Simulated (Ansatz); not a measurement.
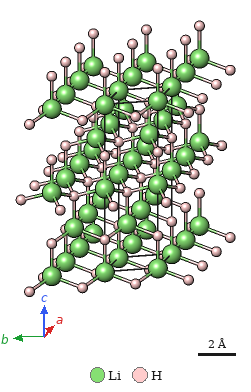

This is the input geometry for a relaxation of a crystal of LiH (built on the 4H polytype type). A ball-and-stick model of the cell of the calculation, repeated 3 × 2 × 1 with one cell outlined, seen from a free direction.

Level of theory: DFT, r2SCAN+rVV10, plane waves, PAW (Ansatz).

Input file:
```yaml
crystal:
  lattice:
    - [3.0404534939, 0.0, 0.0]
    - [-1.5202267469, 2.6331099647, 0.0]
    - [0.0, 0.0, 9.5990649798]
  atoms:
    - { symbol: Li, position: [0.0, 0.0, -0.0038036134] }
    - { symbol: Li, position: [0.3333333333, 0.6666666667, 0.2485751909] }
    - { symbol: Li, position: [0.0, 0.0, 0.4961963866] }
    - { symbol: Li, position: [0.6666666667, 0.3333333333, 0.7485751909] }
    - { symbol: H, position: [0.0, 0.0, 0.1908808] }
    - { symbol: H, position: [0.3333333333, 0.6666666667, 0.4393476225] }
    - { symbol: H, position: [0.0, 0.0, 0.6908808] }
    - { symbol: H, position: [0.6666666667, 0.3333333333, 0.9393476225] }
kpoints:
  mp_grid: { grid: [12, 12, 4] }
hamiltonian:
  xc: r2scan
  dispersion: rvv10
scf:
  occupations: { method: fermi_dirac, width: 0.03 }
relax:
  f_tol: 0.01
  cell: {}
  max_steps: 120
output:
  write_density: true
  write_potential: true
  elf: true
  volumetric_format: npy
```

Command:
```bash
ansatz run input.yaml --threads 4 --pin off --max-ram 4608MiB --backend cpu --events-out ev --progress --plain --runs-dir out
```

Predict the outcome.

Over 3 accepted moves (4 points after the start) the energy falls by 0.3 meV per atom. Largest force component: 0.0071 eV/Å at the start, 0.0016 eV/Å at the end. Pressure: 0.50 GPa at the start and 0.00 GPa at the end. At 1 point the geometry stayed and the basis and grid were re-selected for the new cell (energy shift of less than 0.05 meV per atom at most each time). The largest moves relative to the cell, 0.005 Å, are those of H5 and H7. H7 goes along −c. By element the largest moves are H 0.005 Å, Li 0.004 Å. The drawn cell changes as follows: a = b 3.040 → 3.053 Å (+0.4 %), c 9.599 → 9.690 Å (+0.9 %); the volume changes by +1.8 %. Some distances before and after: Li1–H8 1.838 → 1.849 Å, Li2–H6 1.831 → 1.841 Å, Li1–H5 1.869 → 1.877 Å. The space group stays P6_3mc (No. 186). The run took 27 s on 4 threads of Intel(R) Xeon(R) Processor @ 2.70GHz (shared host), peak memory 0.48 GiB.

History of the run:

```csv
step,"E − E(0), meV/atom","largest force component, eV/Å","pressure, GPa","volume, Å³/atom",note
0,0.00,0.0071,0.50,9.606,
1,-0.24,0.0075,0.15,9.726,
2,-0.25,0.0126,-0.01,9.783,
3,-0.26,0.0016,0.00,9.779,
4,-0.29,0.0016,0.00,9.779,"same geometry, new basis"
```

The structure at the end:

```
CELL_PARAMETERS angstrom
3.05325 0.00000 0.00000
-1.52663 2.64419 0.00000
0.00000 0.00000 9.68986
ATOMIC_POSITIONS crystal
Li 0.00000 0.00000 0.99661
Li 0.33333 0.66667 0.24900
Li 0.00000 0.00000 0.49661
Li 0.66667 0.33333 0.74900
H 0.00000 0.00000 0.19036
H 0.33333 0.66667 0.43903
H 0.00000 0.00000 0.69036
H 0.66667 0.33333 0.93903
```

The end point in the same view:

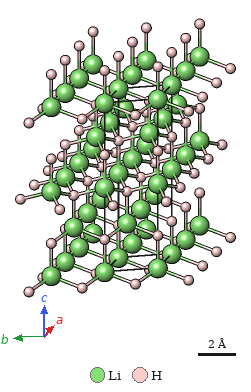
